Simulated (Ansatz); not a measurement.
# CoPdO$_{2}$: 5 runs along one coordinate

System: CoPdO$_{2}$ (R-3m, 4 atoms in the cell).
Method: Kohn-Sham DFT of a periodic cell, PBE, Ansatz PAW, spin-polarised (Ansatz 0.2.0).

The 5 runs differ only in the geometry, by an even scaling of the cell at fixed fractional positions. The structure derives from a Materials Project entry.

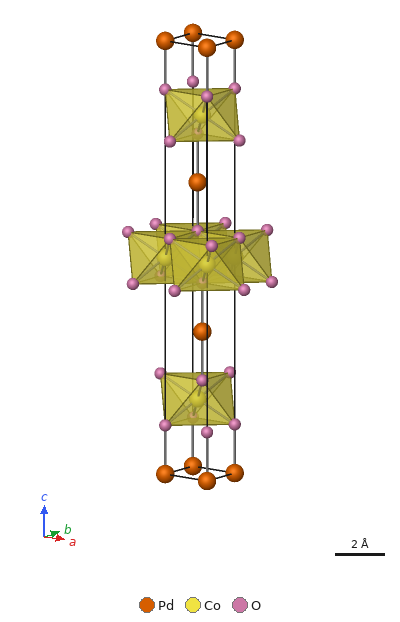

Figure 1. The structure of run 3 (polyhedral view of the cell 3 times as large as that of the calculation, set on its symmetry axes, seen slightly off an axis; polyhedra are completed across the faces of the cell).

**Input of run 3**
```yaml
crystal:
  lattice:
    - [1.4316899074, 0.8265865534, 5.9577715763]
    - [-1.4316899074, 0.8265865534, 5.9577715763]
    - [0.0, -1.6531731068, 5.9577715763]
  atoms:
    - { symbol: Pd, position: [0.0, 0.0, 0.0] }
    - { symbol: Co, position: [0.5, 0.5, 0.5], spin: 2.0 }
    - { symbol: O, position: [0.112476, 0.112476, 0.112476] }
    - { symbol: O, position: [0.887524, 0.887524, 0.887524] }
hamiltonian:
  xc: pbe
  pseudopotentials: { kind: paw }
magnetization:
  spin_polarized: true
kpoints:
  mp_grid: { grid: [11, 11, 11] }
scf:
  occupations: { method: fermi_dirac, width: 0.05 }
output:
  forces: true
  stress: true
  eigenvalues: true
```

Command:
```bash
ansatz run input.yaml --threads 2 --pin off --max-ram 5120MiB --backend cpu --events-out ev --progress --plain --runs-dir out
```

Lattice vectors (Å) and fractional positions of run 3:
```
   1.431690    0.826587    5.957772
  -1.431690    0.826587    5.957772
   0.000000   -1.653173    5.957772
Pd  0.000000  0.000000  0.000000
Co  0.500000  0.500000  0.500000
O   0.112476  0.112476  0.112476
O   0.887524  0.887524  0.887524
```

Run 2 differs from it as follows:
```diff
-    - [1.4316899074, 0.8265865534, 5.9577715763]
-    - [-1.4316899074, 0.8265865534, 5.9577715763]
-    - [0.0, -1.6531731068, 5.9577715763]
+    - [1.4123403745, 0.8154150954, 5.877251279]
+    - [-1.4123403745, 0.8154150954, 5.877251279]
+    - [0.0, -1.6308301908, 5.877251279]
```

**Results, with one run withheld**

```csv
run,volume per atom (Å³),"free energy per atom, from the lowest run given (meV)",pressure (GPa)
1,9.941,23.87,13.95
2,10.153,?,?
3,10.576,0.00,−1.02
4,10.787,4.01,−4.94
5,11.210,26.05,−11.50
```

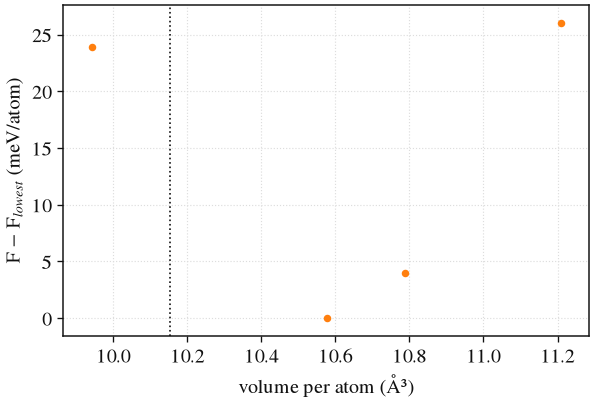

Figure 2. Free energy per atom of the runs given; the dotted line marks run 2.

Estimate the energy of run 2 from the others.

A quadratic polynomial in V^(−2/3) (the Birch–Murnaghan form), fitted to the 4 runs given, misses them by at most 0.09 meV per atom. With x = V^(−2/3) − 0.20708 Å⁻², it reads F = 0.35773 − 776 x + 3.61e+05 x² (meV per atom). At run 2 it gives 9.40 meV per atom, and the run itself gives 9.24. The slope of the fit gives a pressure −dF/dV of 8.29 GPa there, and the run prints 8.37 GPa. The two needn't agree exactly: the fit is approximate, and the printed stress is taken on a finite basis. The fit has its minimum at 10.530 Å³ per atom, where V d²F/dV² gives 212 GPa. Cell shape and fractional positions are held, so this is the stiffness under even scaling; the relaxed bulk modulus wasn't computed.

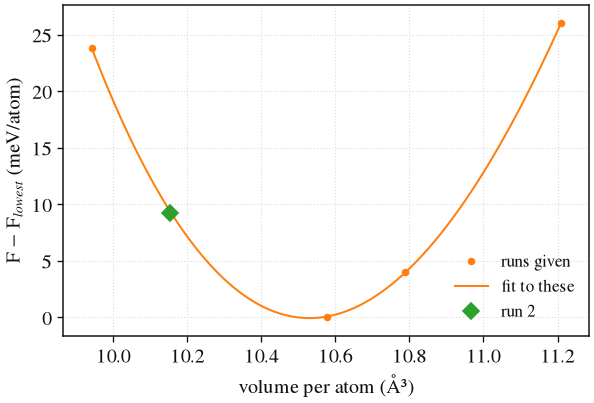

Figure 3. The fit and the withheld run.

**Output, shortened to warnings, some set-up lines, iterations and results (run 2)**
```
WARN: the starting moments were not kept: the SCF closed with an absolute magnetisation of 5.0e-6 μB, where they sum to 2 μB in size (1 site). That is at most 0.1 of that sum. Measured as dr2_m measures the in/out step, that magnetisation stands 1.1e-11 eV from none, at or under the dr2_threshold of 1.0e-7 eV: it is no larger than a step whose dr2_m would equal this threshold. The system may hold …
Basis set: ecut = 420 eV, 793 PW (Γ), FFT grids on a1−a3, a2−a3, a3, exchange–correlation on 40×40×90 points (8 copies of the dense FFT grid, shifted against one another)
Symmetry: 12 space group operations
k-points: 146 of 1331
Initial density: superposition of atomic densities (chi_scale 0.1, normalization cell, long waves kept (reshape's long-wave potential 0.32 eV rms))
[...]
SCF iter   1: F=—  HF=-13230.614859 eV  |F-HF|=—  |Δ(HF+E_count)|=         —  Δρ=1.92e-1 (↑8.51e-2 ↓1.92e-1)  dr2=1.49e1  dr2_m=5.03e0  M=0.230 μB ∫|m|=0.441 μB  β_m=0.30  …
SCF iter   2: F=—  HF=-13232.089237 eV  |F-HF|=—  |Δ(HF+E_count)|=    1.47e0  Δρ=1.18e-1 (↑1.02e-1 ↓1.18e-1)  dr2=2.02e0  dr2_m=3.84e0  M=0.004 μB ∫|m|=0.192 μB  β_m=0.54  …
SCF iter   3: F=—  HF=-13233.729943 eV  |F-HF|=—  |Δ(HF+E_count)|=    1.64e0  Δρ=1.60e-1 (↑1.60e-1 ↓9.20e-2)  dr2=4.28e1  dr2_m=6.87e-1  M=0.841 μB ∫|m|=1.079 μB  β_m=0.28  …
SCF iter   4: F=—  HF=-13232.446557 eV  |F-HF|=—  |Δ(HF+E_count)|=    1.28e0  Δρ=5.83e-2 (↑5.83e-2 ↓3.50e-2)  dr2=9.32e-1  dr2_m=6.04e-1  M=0.010 μB ∫|m|=0.113 μB  β_m=0.32  …
SCF iter   5: F=—  HF=-13232.244352 eV  |F-HF|=—  |Δ(HF+E_count)|=   2.02e-1  Δρ=3.46e-2 (↑3.46e-2 ↓7.41e-3)  dr2=5.27e-1  dr2_m=1.00e-1  M=0.002 μB ∫|m|=0.061 μB  β_m=0.31  …
[... 7 lines ...]
SCF iter  13: F=—  HF=-13232.274063 eV  |F-HF|=—  |Δ(HF+E_count)|=   1.65e-7  Δρ=2.28e-5 (↑2.28e-5 ↓2.06e-5)  dr2=1.03e-6  dr2_m=5.37e-9  M=0.000 μB ∫|m|=0.000 μB  β_m=0.49  …
SCF iter  14: F=—  HF=-13232.274063 eV  |F-HF|=—  |Δ(HF+E_count)|=   6.43e-8  Δρ=5.43e-6 (↑5.43e-6 ↓4.97e-6)  dr2=1.10e-8  dr2_m=9.74e-10  M=0.000 μB ∫|m|=0.000 μB  β_m=0.67  …
SCF iter  15: F=—  HF=-13232.274063 eV  |F-HF|=—  |Δ(HF+E_count)|=   1.14e-8  Δρ=2.09e-6 (↑2.08e-6 ↓2.09e-6)  dr2=5.07e-9  dr2_m=8.87e-11  M=0.000 μB ∫|m|=0.000 μB  β_m=0.61  …
SCF iter  16: F=-13232.274063 eV  HF=-13232.274063 eV  |F-HF|=9.75e-9  |Δ(HF+E_count)|=  3.17e-10  Δρ=2.68e-6 (↑2.68e-6 ↓2.57e-6)  dr2=1.07e-8  dr2_m=1.51e-11  M=0.000 μB …
SCF 1 converged in 16 iterations: F = -13232.274063 eV  dr2 = 1.07e-8
WARN: the starting moments were not kept: the SCF closed with an absolute magnetisation of 5.0e-6 μB, where they sum to 2 μB in size (1 site). That is at most 0.1 of that sum. Measured as dr2_m measures the in/out step, that magnetisation stands 1.1e-11 eV from none, at or under the dr2_threshold …
SCF converged after 16 iterations
Magnetization: 0.0000 μB (23.5000 up, 23.5000 down)
Absolute magnetization: 0.0000 μB (∫|ρ↑−ρ↓|, with the PAW one-centre terms)
Spin contamination: 0.0000 ħ² per cell (⟨S²⟩ above its minimum at these occupations)
Per-site moments (μB) at R_I (Å): [(2.0053787967082297e-7, 0.8180490221352951), (1.1329322527940268e-6, 0.7796732810411465), (-9.618707331129468e-7, 0.779673281041147), (-9.61870733196073e-7, 0.7796732810411465)]
Free energy (F): -13232.274063 eV
Harris-Foulkes:  -13232.274063 eV  (|F-HF|=9.75e-9)
Internal energy: -13232.271910 eV  (E = F + TS)
E sigma→0 (E₀):  -13232.272986 eV
Entropy (-TS):   -0.002153 eV (-0.538 meV/atom)
Fermi energy:    15.012819 eV
--- Per-component energies (eV) ---
  E_band       = -480.291597
  E_kinetic    = 1315.263555
  E_local      = -5975.409205  (includes V_loc(G=0)·N_el)
  E_nonlocal   = 768.547751
  E_hartree    = 2449.005249
  E_xc         = -473.786676
  E_vxc        = -603.384764  (∫ρ·V_xc dr)
[...]
```

The program warns: some starting moments were not kept.
